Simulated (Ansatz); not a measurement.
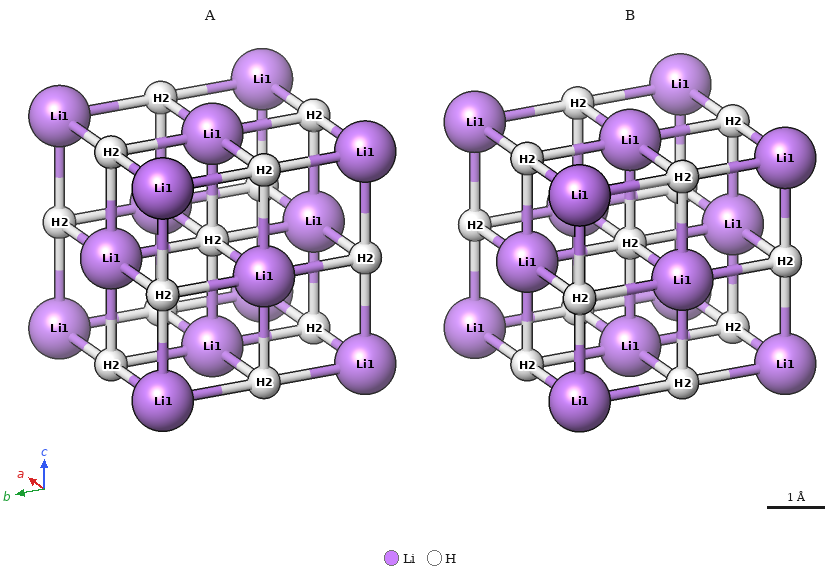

Two geometries of a crystal of LiH (a generated structure, set up in Fm-3m): one is the relaxed structure, the other was perturbed away from it. Style: ball-and-stick. Shown: the conventional cell (4 times the calculation's cell), from a free direction. Lengths and directions refer to the drawn axes.

Level of theory: DFT, PBE, PAW with Ansatz's default frozen-core files, scalar-relativistic in Ansatz 0.2.0. Settings: plane-wave cutoff 420 eV; k-point mesh 14 × 14 × 14; occupations fermi dirac; smearing width 0.08 eV; no spin polarisation.

Q: Which is the distorted one, and what does the distortion cost?

A: Structure B is the perturbed one. The cell is strained by −3.0 % along c and +1.5 % across it (volume 0.0 %), the atoms keeping their fractional coordinates. No relaxation follows. Energy change: +2.5 meV per atom. The pressure goes from 0.0 to 0.1 GPa. The principal stresses (compression positive) are 2.4 GPa along c and −1.0 GPa across it. All forces vanish by symmetry. Some distances before and after: H–Li 2.003 → 1.943 to 2.034 Å. The space group (tolerance 0.01 Å) goes from Fm-3m (No. 225) to I4/mmm (No. 139).
